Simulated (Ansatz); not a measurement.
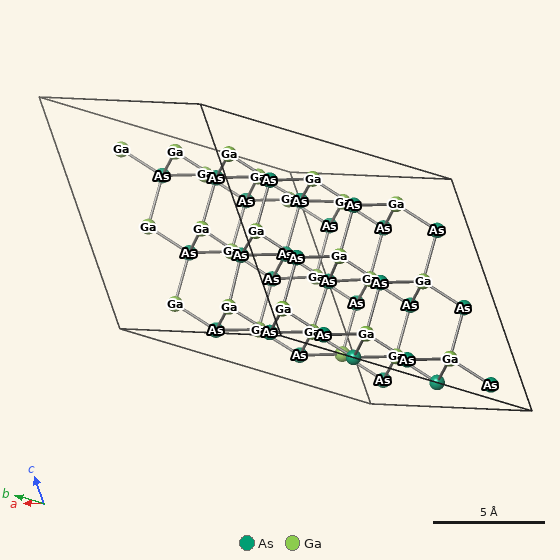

Structure drawing (ball-and-stick), viewed from a general direction. One supercell is framed, with atoms on its boundary repeated. The host is GaAs, in a cell of 54 sites, and the cell is neutral.

> How does this supercell depart from the perfect host?

Arsenic on a gallium site (an antisite). It is bonded to four As in a tetrahedral arrangement at about 2.5 Å.

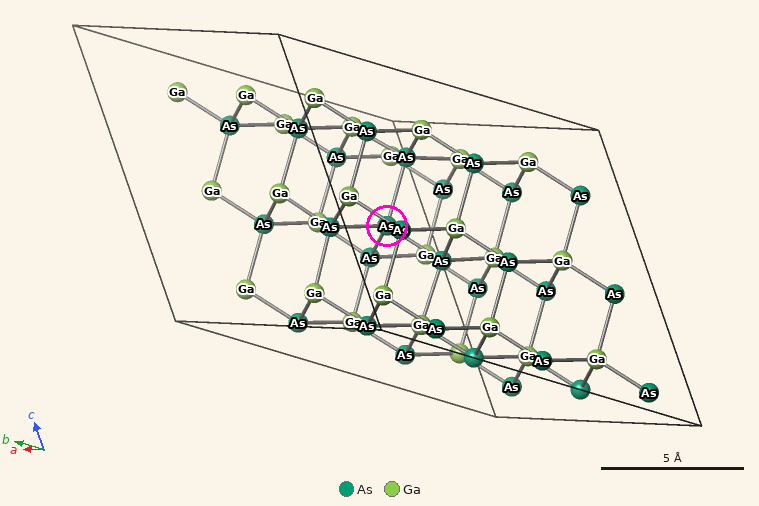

The same cell with a ring at the defect's site.

The atoms were relaxed in the host's cell with DFT LDA, scalar-relativistic, plane waves, PAW (Ansatz).
